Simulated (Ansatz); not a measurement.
System: SiC.

Input file:

```
crystal:
  lattice:
    - [0.0, 2.179, 2.179]
    - [2.179, 0.0, 2.179]
    - [2.179, 2.179, 0.0]
  atoms:
    - { symbol: Si, position: [0.0, 0.0, 0.0] }
    - { symbol: C, position: [0.75, 0.75, 0.75] }
hamiltonian:
  xc: pbe
  pseudopotentials: { kind: paw }
kpoints:
  mp_grid: { grid: [10, 10, 10] }
scf:
  occupations: { method: fermi_dirac, width: 0.05 }
output:
  forces: true
  stress: true
  eigenvalues: true
  write_density: true
  write_potential: true
  elf: true
  volumetric_format: npy
```

Launched as:

```sh
ansatz run input.yaml --threads 1 --pin off --max-ram 2560MiB --backend cpu --events-out ev --progress --plain --runs-dir out
```

Below, planes, directions and counts refer to the conventional cell (a = 4.36 Å, b = 4.36 Å, c = 4.36 Å, α = 90.00°, β = 90.00°, γ = 90.00°).

Space group F-43m; computed pressure about 3 GPa in this cell.

These are results of Kohn-Sham DFT of a periodic cell, PBE, Ansatz PAW in Ansatz 0.2.0, not measurements.

Q: What will maps of the valence pseudo-density and electron localisation function show?

A: Si–C (1.89 Å): ρ at the midpoint is about 0.89 e/Å³; the ELF peaks at about 0.95 between the atoms: a shared electron pair.

Q: Metal or insulator at this level of theory?

A: It is gapped, with a Kohn–Sham gap of 1.4 eV on the k-point mesh, an upper bound to the gap of this method.

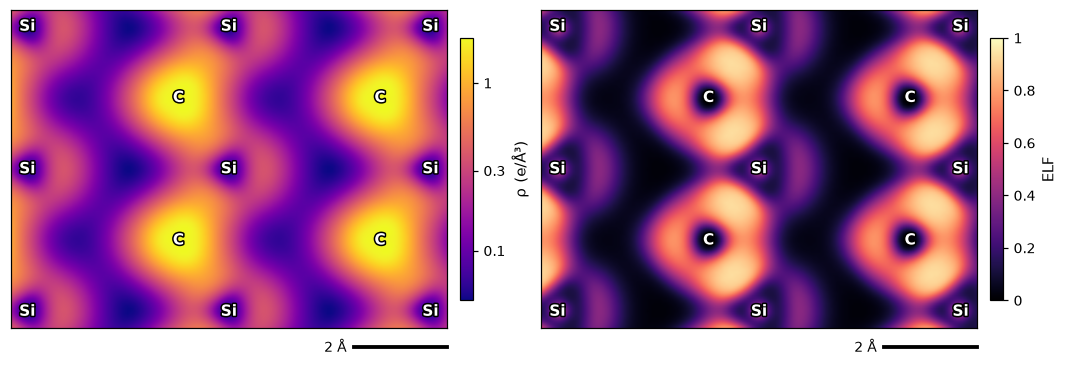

Computed valence pseudo-density and electron localisation function on the (101) plane of the conventional cell, in this order. 

In a PAW calculation such maps are meaningful between the atoms, not at the nuclei.
